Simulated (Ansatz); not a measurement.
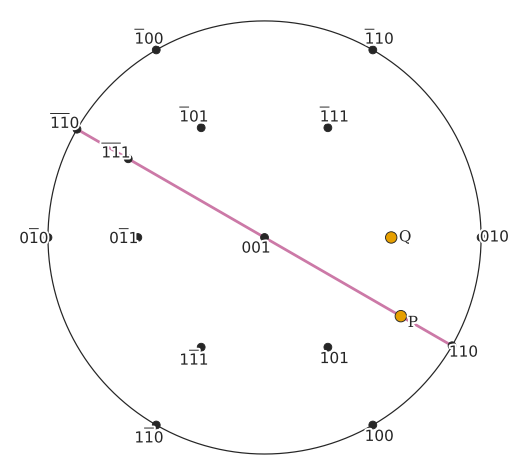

Stereographic projection of plane normals (upper hemisphere) centred on (0 0 1). Crystal: Tl, the end point of a relaxation with DFT PBE, scalar-relativistic, plane waves, PAW (Ansatz 0.2.0). Geometry calculated from the standardised cell; symmetry tolerance 0.002 Å.

a = 3.612 Å, b = 3.612 Å, c = 5.565 Å, α = 90.00°, β = 90.00°, γ = 120.00°.

Index the poles marked P, Q.

Answer. P is (1 1 1), in four indices (1 1 −2 1), 72.0° from the centre; Q is (0 1 1), in four indices (0 1 −1 1), 60.7° from the centre.

Which zone does the coloured great circle trace?

Answer. The zone [1 −1 0]: its poles satisfy h − k = 0.

What is the angle between the normals of (1 1 0) and (−1 0 0), and what are their d_hkl = 1/|g|?

Answer. 150.0°; d = 1.806 Å and 3.128 Å.
